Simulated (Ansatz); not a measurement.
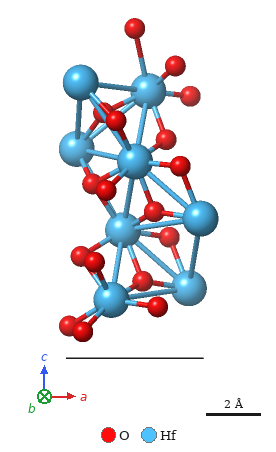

Starting structure of a slab of composition Hf$_{8}$O$_{17}$ (cut from the P2_1/c phase). A ball-and-stick model of the cell of the calculation, outlined in the plane, without the vacuum (origin shifted), seen along the b axis.

Case: 1 O a cell, anchor, over a hollow O-Hf-Hf site. The slab is the (0 0 1) face of HfO2 with O on it. 12 atoms are held fixed.

Method: DFT PBE+D3(BJ), scalar-relativistic, plane waves, PAW (Ansatz 0.2.0).

The input:
```yaml
crystal:
  lattice:
    - [5.126095951, 0.0, 0.0]
    - [0.0, 5.2021810339, 0.0]
    - [0.0, 0.0, 27.7472087125]
  atoms:
    - { symbol: O, position: [0.6347922139, 0.2419181659, 0.2883172892] }
    - { symbol: O, position: [0.5361300045, 0.7580818341, 0.2961752936] }
    - { symbol: O, position: [0.1832406025, 0.3358219387, 0.322068142] }
    - { symbol: Hf, position: [0.8445046138, 0.5424419743, 0.3315124605] }
    - { symbol: Hf, position: [0.4118787139, 0.0424419743, 0.3472748593] }
    - { symbol: O, position: [0.0731427251, 0.8358219387, 0.3567191777] }
    - { symbol: O, position: [0.7202533231, 0.2580818341, 0.3826120262] }
    - { symbol: O, position: [0.6215911137, 0.7419181659, 0.3904700305] }
    - { symbol: O, position: [0.2687017117, 0.1641780613, 0.4163628789] }
    - { symbol: Hf, position: [0.929965723, 0.9575580257, 0.4258071973] }
    - { symbol: Hf, position: [0.4973398231, 0.4575580257, 0.4415695962] }
    - { symbol: O, position: [0.1586038343, 0.6641780613, 0.4510139147] }
    - { symbol: O, position: [0.8059420475, 0.2460642658, 0.4796778172] }
    - { symbol: O, position: [0.7067388764, 0.7615638145, 0.4885251036] }
    - { symbol: O, position: [0.3491442613, 0.3320972083, 0.5124346173] }
    - { symbol: Hf, position: [0.0175366314, 0.5413107222, 0.5188912978] }
    - { symbol: Hf, position: [0.5904576601, 0.0520258638, 0.5359348439] }
    - { symbol: O, position: [0.2455560568, 0.8350206696, 0.5484930426] }
    - { symbol: O, position: [0.8783699597, 0.2748948508, 0.5740721046] }
    - { symbol: O, position: [0.7865196321, 0.7638673486, 0.5848979691] }
    - { symbol: O, position: [0.4223968141, 0.1807706014, 0.6072264576] }
    - { symbol: Hf, position: [0.1146506409, 0.9534605005, 0.6142279127] }
    - { symbol: Hf, position: [0.6193644076, 0.485390975, 0.6257147404] }
    - { symbol: O, position: [0.3129574154, 0.6861994464, 0.6481802624] }
    - { symbol: O, position: [0.015657488, 0.7083503073, 0.6989961846], spin: 2.0 }
basis:
  ecutwfc: 420
kpoints:
  mp_grid: { grid: [3, 3, 1] }
hamiltonian:
  xc: pbe
  dispersion: d3bj
scf:
  occupations: { method: gaussian, width: 0.05 }
output:
  forces: true
  eigenvalues: true
  populations: true
  write_density: true
  write_potential: true
  elf: true
  volumetric_format: npy
magnetization:
  spin_polarized: true
relax:
  adjacent_minimum: "off"
  f_tol: 0.04
  max_steps: 100
  constraints: [{ sites: [0, 1, 2, 3, 4, 5, 6, 7, 8, 9, 10, 11] }]
efield:
  axis: 3
  dipole_correction: true
  ramp_width: 0.04
```

Launched with:
```bash
ansatz run input.yaml --threads 8 --pin off --max-ram 20480MiB --backend cpu --events-out ev --progress --plain --runs-dir out
```

Q: What does the optimiser find from here?

A: The atom that moves furthest is O25 (1.29 Å at 40° to the normal (−c side)). Largest moves by element: O 1.29 Å, Hf 0.24 Å. The cell stays as it was. Near-neighbour distances that change, for instance: Hf23–O25 3.099 → 1.985 Å, Hf22–O25 2.723 → 2.063 Å, Hf22–Hf23 3.802 → 4.144 Å, Hf22–Hf23 (another image) 3.532 → 3.199 Å. New bonds form: Hf23–O25 (3.10 → 1.98 Å). Among the angles between lasting bonds that change: Hf22–O20–Hf23 117.0° → 97.1°, Hf16–O20–Hf17 94.5° → 107.7°, Hf22–O24–Hf23 129.1° → 140.4°. Over 10 accepted moves (11 points after the start) the energy falls by 5.157 eV per cell of the calculation. Largest force component: 2 eV/Å at the start, 0.019 eV/Å at the end. 1 step only repeated the SCF at the same geometry.

The end point in the same view:

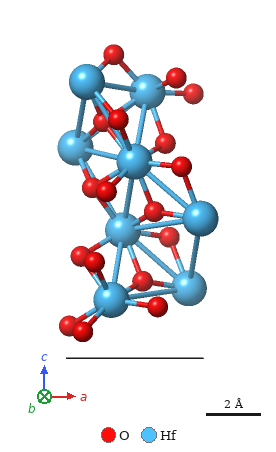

Limits of the set-up: the periodic images lie only 5.1 Å apart, so the values are limited by the cell's size.
